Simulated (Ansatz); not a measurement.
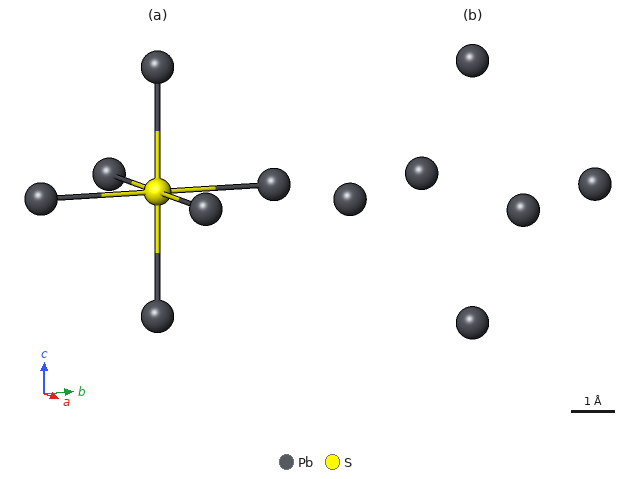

Left: perfect PbS. Right: the same region with one point defect, after relaxing the atoms in a supercell of 54 sites. A ball-and-stick model of the atoms within 3.8 Å of one point, seen slightly off an axis.

Computed with DFT, PBE, plane-wave PAW, default files, scalar-relativistic (Ansatz). Settings: plane-wave cutoff 420 eV; k-point mesh 2 × 2 × 2; occupations fermi dirac; smearing width 0.01 eV; no spin polarisation. A uniform background neutralises the charged cell. The axes drawn are those of the host's conventional cell.

What kind of defect was made?

Answer. A sulfur atom is taken out (a vacancy).

The charge state of the cell is +2.

How does the lattice respond?

Answer. Around the empty S site the host had 6 Pb at 2.97 Å; after relaxation the nearest atoms are 6 Pb at 3.12 Å. Of the host's atoms, a lead atom moves furthest from its site, by 0.15 Å. Relaxing the atoms from the host's sites lowers the energy by 0.19 eV.

Limits of the set-up: the cell is charged, on a uniform background, and energies carry no finite-size correction.
